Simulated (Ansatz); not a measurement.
Geometry relaxation of Al6N (part 3 of 3)

The same run, continued: Al6N (slab, 14 atoms in the cell); DFT PBE, scalar-relativistic, plane waves, PAW, PAW set soft_1, no spin polarisation (Ansatz 0.2.0); cutoff 420 eV, 6×6×1 k-mesh, Gaussian smearing of 0.1 eV. The structure derives from an entry of the Crystallography Open Database. The input holds or restrains some coordinates. Forces given for the steps count only the free coordinates.

Geometry of the input (Å; fractional positions):
```
5.7135  0.0000  0.0000
-2.8568  4.9481  0.0000
0.0000  0.0000  21.2014
Al 0.3333  0.1667  0.1887
Al 0.3333  0.6667  0.1887
Al 0.8333  0.1667  0.1887
Al 0.8333  0.6667  0.1887
Al 0.1667  0.3333  0.2972
Al 0.1667  0.8333  0.2972
Al 0.6667  0.3333  0.2972
Al 0.6667  0.8333  0.2972
Al 0.0000  0.0000  0.4057
Al -0.0000  0.5000  0.4057
Al 0.5000  0.0000  0.4057
Al 0.5000  0.5000  0.4057
N  -0.0000  0.0833  0.5415
N  -0.0000  0.0833  0.5934
```

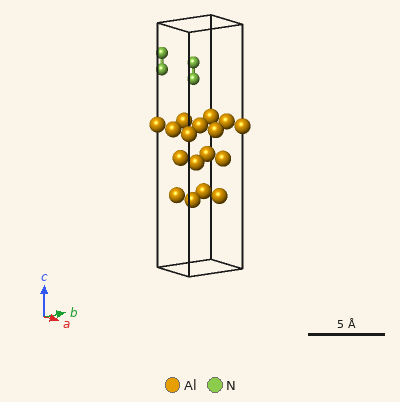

**Figure 1.** The geometry at step 5 of the log (ball-and-stick view of the cell of the calculation, with the vacuum cut short, seen slightly off an axis).

Log, continued
```
--- Forces (eV/Å), atoms counted from 1 ---
  atom   1  Al    -0.00158783    -0.00032865     0.00256821
  atom   2  Al     0.00007005    -0.00013873     0.00371680
  atom   3  Al     0.00184295    -0.00071589     0.00237052
  atom   4  Al    -0.00026774     0.00112320     0.00263791
  atom   5  Al    -0.00034094    -0.00317335    -0.00218413
  atom   6  Al    -0.00269316     0.00138320     0.00057392
  atom   7  Al     0.00040055    -0.00034461    -0.00027546
  atom   8  Al     0.00260660     0.00174784    -0.00083611
  atom   9  Al    -0.00104252     0.00158812    -0.00092515
  atom  10  Al    -0.00028522    -0.00251240    -0.00273443
  atom  11  Al     0.00118625     0.00260656    -0.00253313
  atom  12  Al    -0.00023353    -0.00099289    -0.00254301
  atom  13  N      0.00048692    -0.00027975     0.00007612
  atom  14  N     -0.00014241     0.00003744     0.00010090
  max |Σ_I F_I| component: 1.30e-5 eV/Å
--- Band table (eV; the first three rows and the last of 20) ---
  k-point 0: bands = ["-23.9790", "-10.1662", "-9.3355", "-8.4595", "-7.4080", "-7.4079", "-6.1016", "-5.7504", "-4.2938", "-4.2935", "-4.2931", "-4.2623", "-4.2620", "-4.2618", "-2.8829", "-2.8826", "-2.8821", "-2.6492", "-2.3381", "-2.3376", "-2.3369", "0.0111", "0.0114", "0.0146", "0.2463", "0.2466", "0.2484", "0.9194", "2.1967", "2.1977", "2.9907", "2.9921", "2.9989", "3.0385", "3.0462", "3.0533", "3.3321"]
  k-point 1: bands = ["-23.9790", "-9.9991", "-9.3347", "-8.2937", "-7.4120", "-7.4088", "-6.0960", "-6.0457", "-5.5884", "-5.0775", "-5.0774", "-4.3818", "-3.4404", "-3.4401", "-3.1758", "-3.1757", "-2.4922", "-2.3353", "-1.5850", "-1.5189", "-1.5186", "-0.5959", "-0.5938", "-0.4392", "1.0712", "1.1832", "1.1850", "1.2782", "2.1405", "2.1469", "2.1985", "2.2729", "2.3193", "3.4751", "3.8762", "4.0244", "4.0297"]
  k-point 2: bands = ["-23.9789", "-9.4991", "-9.3329", "-7.7975", "-7.5153", "-7.4200", "-7.4107", "-6.0865", "-5.8295", "-5.5606", "-5.5604", "-5.0976", "-3.9027", "-3.9023", "-3.1615", "-2.0220", "-1.8702", "-1.8699", "-1.1233", "-1.1223", "-0.2443", "0.0153", "0.0160", "0.3070", "1.5157", "1.5852", "1.5956", "1.8353", "2.0554", "2.0815", "2.1470", "2.2288", "2.7648", "2.7660", "3.5492", "3.8340", "3.8375"]
  k-point 19: bands = ["-23.9789", "-9.3328", "-8.6691", "-8.6683", "-7.4241", "-7.4117", "-6.9746", "-6.9744", "-6.0801", "-5.7222", "-5.7219", "-4.2851", "-4.2793", "-4.0599", "-4.0595", "-1.5030", "-1.5017", "-1.2480", "-1.2352", "-0.0951", "-0.0950", "0.1794", "0.1802", "1.3354", "1.3375", "1.6955", "1.7131", "1.9550", "2.0401", "2.0441", "2.1449", "2.2076", "2.2639", "3.0648", "3.0724", "4.2816", "4.2824"]
--- Relaxed structure (9 steps of the walk, 9 accepted, 0 SCFs on fresh bases) ---
  F+E_penalty+E_count = -7215.25345273 eV   max|allowed force component| = 1.009e-4 eV/Å
  atoms:
    - { symbol: Al, position: [0.3333333333, 0.16666666669999997, 0.18866698019999997] }
    - { symbol: Al, position: [0.3333333333, 0.6666666666999999, 0.18866698019999997] }
    - { symbol: Al, position: [0.8333333332999999, 0.16666666669999997, 0.18866698019999997] }
    - { symbol: Al, position: [0.8333333333000001, 0.6666666666999999, 0.18866698019999997] }
    - { symbol: Al, position: [0.16666666669999997, 0.3333333332999999, 0.29718444669999994] }
    - { symbol: Al, position: [0.16666666669999997, 0.8333333333, 0.29718444669999994] }
    - { symbol: Al, position: [0.6666666666999999, 0.3333333332999999, 0.29718444669999994] }
    - { symbol: Al, position: [0.6666666666999999, 0.8333333333, 0.29718444669999994] }
    - { symbol: Al, position: [0.0, 0.0, 0.4056990124] }
    - { symbol: Al, position: [-2.7755575615628914e-17, 0.5, 0.4056990124] }
    - { symbol: Al, position: [0.5, 0.0, 0.4056990124] }
    - { symbol: Al, position: [0.5, 0.5, 0.4056990124] }
    - { symbol: N, position: [-6.938893903907228e-18, 0.08333333329999999, 0.5982610859187737] }
    - { symbol: N, position: [-6.938893903907228e-18, 0.08333333329999999, 0.6502517909613709] }
```

Trajectory as extended XYZ (Å, eV, eV/Å), 9 frames, from step=1 to step=9
```
14
Lattice="5.7135 0.0000 0.0000 -2.8568 4.9481 0.0000 0.0000 0.0000 21.2014" Properties=species:S:1:pos:R:3:forces:R:3 step=1 energy=-7215.15902
Al    1.4284    0.8247    4.0000   -0.0083  -0.0014  -0.0148
Al    0.0000    3.2987    4.0000   -0.0007   0.0046   0.0013
Al    4.2851    0.8247    4.0000    0.0134  -0.0070  -0.0160
Al    2.8568    3.2987    4.0000   -0.0034   0.0023  -0.0142
Al    0.0000    1.6494    6.3007   -0.0019  -0.0212  -0.0230
Al   -1.4284    4.1234    6.3007   -0.0173   0.0049   0.0002
Al    2.8568    1.6494    6.3007    0.0018  -0.0020  -0.0054
Al    1.4284    4.1234    6.3007    0.0169   0.0068  -0.0132
Al    0.0000    0.0000    8.6014   -0.0002   0.0005  -0.0951
Al   -1.4284    2.4740    8.6014   -0.0157  -0.0032  -0.0317
Al    2.8568    0.0000    8.6014    0.0002   0.0300  -0.0176
Al    1.4284    2.4740    8.6014    0.0007   0.0005  -0.0162
N    -0.2381    0.4123   11.4814    0.0170  -0.0133  -0.4115
N    -0.2381    0.4123   12.5814   -0.0026  -0.0017   0.6574
14
Lattice="5.7135 0.0000 0.0000 -2.8568 4.9481 0.0000 0.0000 0.0000 21.2014" Properties=species:S:1:pos:R:3:forces:R:3 step=2 energy=-7215.19910
Al    1.4284    0.8247    4.0000   -0.0073  -0.0012  -0.0081
Al    0.0000    3.2987    4.0000   -0.0002   0.0022   0.0024
Al    4.2851    0.8247    4.0000    0.0105  -0.0050  -0.0092
Al    2.8568    3.2987    4.0000   -0.0023   0.0031  -0.0075
Al    0.0000    1.6494    6.3007   -0.0015  -0.0172  -0.0172
Al   -1.4284    4.1234    6.3007   -0.0145   0.0053   0.0011
Al    2.8568    1.6494    6.3007    0.0017  -0.0018  -0.0035
Al    1.4284    4.1234    6.3007    0.0140   0.0068  -0.0091
Al    0.0000    0.0000    8.6014   -0.0007   0.0008  -0.0733
Al   -1.4284    2.4740    8.6014   -0.0090  -0.0057  -0.0197
Al    2.8568    0.0000    8.6014    0.0021   0.0206  -0.0105
Al    1.4284    2.4740    8.6014   -0.0001  -0.0011  -0.0098
N    -0.2381    0.4123   11.6720    0.0087  -0.0051   0.2316
N    -0.2381    0.4123   12.7762   -0.0013  -0.0015  -0.0671
14
Lattice="5.7135 0.0000 0.0000 -2.8568 4.9481 0.0000 0.0000 0.0000 21.2014" Properties=species:S:1:pos:R:3:forces:R:3 step=3 energy=-7215.22483
Al    1.4284    0.8247    4.0000   -0.0058  -0.0010  -0.0038
Al    0.0000    3.2987    4.0000    0.0000   0.0009   0.0030
Al    4.2851    0.8247    4.0000    0.0078  -0.0035  -0.0046
Al    2.8568    3.2987    4.0000   -0.0016   0.0030  -0.0033
Al    0.0000    1.6494    6.3007   -0.0012  -0.0131  -0.0122
Al   -1.4284    4.1234    6.3007   -0.0111   0.0046   0.0012
Al    2.8568    1.6494    6.3007    0.0014  -0.0014  -0.0021
Al    1.4284    4.1234    6.3007    0.0107   0.0058  -0.0061
Al    0.0000    0.0000    8.6014   -0.0012   0.0015  -0.0491
Al   -1.4284    2.4740    8.6014   -0.0051  -0.0059  -0.0123
Al    2.8568    0.0000    8.6014    0.0025   0.0138  -0.0067
Al    1.4284    2.4740    8.6014   -0.0003  -0.0017  -0.0063
N    -0.2381    0.4123   11.8668    0.0047  -0.0023   0.1034
N    -0.2381    0.4123   12.9700   -0.0008  -0.0008  -0.0011
14
Lattice="5.7135 0.0000 0.0000 -2.8568 4.9481 0.0000 0.0000 0.0000 21.2014" Properties=species:S:1:pos:R:3:forces:R:3 step=4 energy=-7215.24014
Al    1.4284    0.8247    4.0000   -0.0044  -0.0008  -0.0010
Al    0.0000    3.2987    4.0000    0.0001   0.0003   0.0034
Al    4.2851    0.8247    4.0000    0.0057  -0.0024  -0.0017
Al    2.8568    3.2987    4.0000   -0.0010   0.0026  -0.0007
Al    0.0000    1.6494    6.3007   -0.0009  -0.0096  -0.0083
Al   -1.4284    4.1234    6.3007   -0.0082   0.0037   0.0012
Al    2.8568    1.6494    6.3007    0.0011  -0.0010  -0.0012
Al    1.4284    4.1234    6.3007    0.0079   0.0046  -0.0038
Al    0.0000    0.0000    8.6014   -0.0014   0.0019  -0.0292
Al   -1.4284    2.4740    8.6014   -0.0028  -0.0052  -0.0078
Al    2.8568    0.0000    8.6014    0.0023   0.0092  -0.0045
Al    1.4284    2.4740    8.6014   -0.0004  -0.0017  -0.0043
N    -0.2381    0.4123   12.0617    0.0026  -0.0011  -0.0036
N    -0.2381    0.4123   13.1640   -0.0005  -0.0004   0.0615
14
Lattice="5.7135 0.0000 0.0000 -2.8568 4.9481 0.0000 0.0000 0.0000 21.2014" Properties=species:S:1:pos:R:3:forces:R:3 step=5 energy=-7215.24842
Al    1.4284    0.8247    4.0000   -0.0033  -0.0006   0.0007
Al    0.0000    3.2987    4.0000    0.0001   0.0000   0.0036
Al    4.2851    0.8247    4.0000    0.0040  -0.0016   0.0003
Al    2.8568    3.2987    4.0000   -0.0007   0.0021   0.0009
Al    0.0000    1.6494    6.3007   -0.0007  -0.0069  -0.0055
Al   -1.4284    4.1234    6.3007   -0.0059   0.0028   0.0010
Al    2.8568    1.6494    6.3007    0.0008  -0.0008  -0.0007
Al    1.4284    4.1234    6.3007    0.0057   0.0035  -0.0024
Al    0.0000    0.0000    8.6014   -0.0014   0.0020  -0.0152
Al   -1.4284    2.4740    8.6014   -0.0015  -0.0043  -0.0051
Al    2.8568    0.0000    8.6014    0.0020   0.0062  -0.0033
Al    1.4284    2.4740    8.6014   -0.0003  -0.0016  -0.0033
N    -0.2381    0.4123   12.2566    0.0015  -0.0007  -0.0064
N    -0.2381    0.4123   13.3589   -0.0003  -0.0001   0.0352
14
Lattice="5.7135 0.0000 0.0000 -2.8568 4.9481 0.0000 0.0000 0.0000 21.2014" Properties=species:S:1:pos:R:3:forces:R:3 step=6 energy=-7215.25222
Al    1.4284    0.8247    4.0000   -0.0024  -0.0005   0.0018
Al    0.0000    3.2987    4.0000    0.0001  -0.0001   0.0037
Al    4.2851    0.8247    4.0000    0.0029  -0.0011   0.0015
Al    2.8568    3.2987    4.0000   -0.0004   0.0016   0.0019
Al    0.0000    1.6494    6.3007   -0.0005  -0.0049  -0.0037
Al   -1.4284    4.1234    6.3007   -0.0042   0.0021   0.0008
Al    2.8568    1.6494    6.3007    0.0006  -0.0005  -0.0005
Al    1.4284    4.1234    6.3007    0.0040   0.0026  -0.0015
Al    0.0000    0.0000    8.6014   -0.0013   0.0019  -0.0066
Al   -1.4284    2.4740    8.6014   -0.0007  -0.0034  -0.0036
Al    2.8568    0.0000    8.6014    0.0016   0.0042  -0.0028
Al    1.4284    2.4740    8.6014   -0.0003  -0.0013  -0.0028
N    -0.2381    0.4123   12.4496    0.0009  -0.0004  -0.0016
N    -0.2381    0.4123   13.5519   -0.0002   0.0000   0.0134
14
Lattice="5.7135 0.0000 0.0000 -2.8568 4.9481 0.0000 0.0000 0.0000 21.2014" Properties=species:S:1:pos:R:3:forces:R:3 step=7 energy=-7215.25324
Al    1.4284    0.8247    4.0000   -0.0019  -0.0004   0.0023
Al    0.0000    3.2987    4.0000    0.0001  -0.0001   0.0037
Al    4.2851    0.8247    4.0000    0.0022  -0.0009   0.0020
Al    2.8568    3.2987    4.0000   -0.0003   0.0013   0.0024
Al    0.0000    1.6494    6.3007   -0.0004  -0.0038  -0.0027
Al   -1.4284    4.1234    6.3007   -0.0033   0.0016   0.0007
Al    2.8568    1.6494    6.3007    0.0005  -0.0004  -0.0003
Al    1.4284    4.1234    6.3007    0.0031   0.0021  -0.0011
Al    0.0000    0.0000    8.6014   -0.0011   0.0017  -0.0029
Al   -1.4284    2.4740    8.6014   -0.0004  -0.0029  -0.0030
Al    2.8568    0.0000    8.6014    0.0014   0.0032  -0.0026
Al    1.4284    2.4740    8.6014   -0.0003  -0.0011  -0.0026
N    -0.2381    0.4123   12.5830    0.0006  -0.0003   0.0004
N    -0.2381    0.4123   13.6853   -0.0002   0.0000   0.0038
14
Lattice="5.7135 0.0000 0.0000 -2.8568 4.9481 0.0000 0.0000 0.0000 21.2014" Properties=species:S:1:pos:R:3:forces:R:3 step=8 energy=-7215.25343
Al    1.4284    0.8247    4.0000   -0.0017  -0.0003   0.0025
Al    0.0000    3.2987    4.0000    0.0001  -0.0001   0.0037
Al    4.2851    0.8247    4.0000    0.0019  -0.0008   0.0023
Al    2.8568    3.2987    4.0000   -0.0003   0.0012   0.0026
Al    0.0000    1.6494    6.3007   -0.0004  -0.0033  -0.0023
Al   -1.4284    4.1234    6.3007   -0.0028   0.0015   0.0006
Al    2.8568    1.6494    6.3007    0.0004  -0.0004  -0.0003
Al    1.4284    4.1234    6.3007    0.0027   0.0018  -0.0009
Al    0.0000    0.0000    8.6014   -0.0011   0.0016  -0.0014
Al   -1.4284    2.4740    8.6014   -0.0003  -0.0026  -0.0028
Al    2.8568    0.0000    8.6014    0.0012   0.0028  -0.0026
Al    1.4284    2.4740    8.6014   -0.0002  -0.0010  -0.0026
N    -0.2381    0.4123   12.6566    0.0005  -0.0003  -0.0004
N    -0.2381    0.4123   13.7588   -0.0001   0.0000   0.0015
14
Lattice="5.7135 0.0000 0.0000 -2.8568 4.9481 0.0000 0.0000 0.0000 21.2014" Properties=species:S:1:pos:R:3:forces:R:3 step=9 energy=-7215.25345
Al    1.4284    0.8247    4.0000   -0.0016  -0.0003   0.0026
Al    0.0000    3.2987    4.0000    0.0001  -0.0001   0.0037
Al    4.2851    0.8247    4.0000    0.0018  -0.0007   0.0024
Al    2.8568    3.2987    4.0000   -0.0003   0.0011   0.0026
Al    0.0000    1.6494    6.3007   -0.0003  -0.0032  -0.0022
Al   -1.4284    4.1234    6.3007   -0.0027   0.0014   0.0006
Al    2.8568    1.6494    6.3007    0.0004  -0.0003  -0.0003
Al    1.4284    4.1234    6.3007    0.0026   0.0017  -0.0008
Al    0.0000    0.0000    8.6014   -0.0010   0.0016  -0.0009
Al   -1.4284    2.4740    8.6014   -0.0003  -0.0025  -0.0027
Al    2.8568    0.0000    8.6014    0.0012   0.0026  -0.0025
Al    1.4284    2.4740    8.6014   -0.0002  -0.0010  -0.0025
N    -0.2381    0.4123   12.6840    0.0005  -0.0003   0.0001
N    -0.2381    0.4123   13.7862   -0.0001   0.0000   0.0001
```

Key numbers

| quantity | value |
| --- | --- |
| outcome | converged under the restraints of the input |
| electrons treated | 46 |
| free energy | −7215.2535 eV |
| work function, top face | 3.93 eV |
| work function, bottom face | 3.91 eV |
| Fermi energy | 0.399 eV |
| gap on the k-point mesh | none (metallic) |
| final volume | 599.38 Å³ |
| work function (upper face) | 3.93 eV |
| largest force (length of the vector) at the end, held atoms and coordinates included | 0.004 eV/Å |
| hardware | 1 thread of Intel Xeon (Granite Rapids), 32 GiB of memory available, shared host |
| wall time | 3.1 min |
| peak memory | 0.86 GiB |

Notes

Warnings of the run: the exchange-correlation potential is rough where the density is thin.
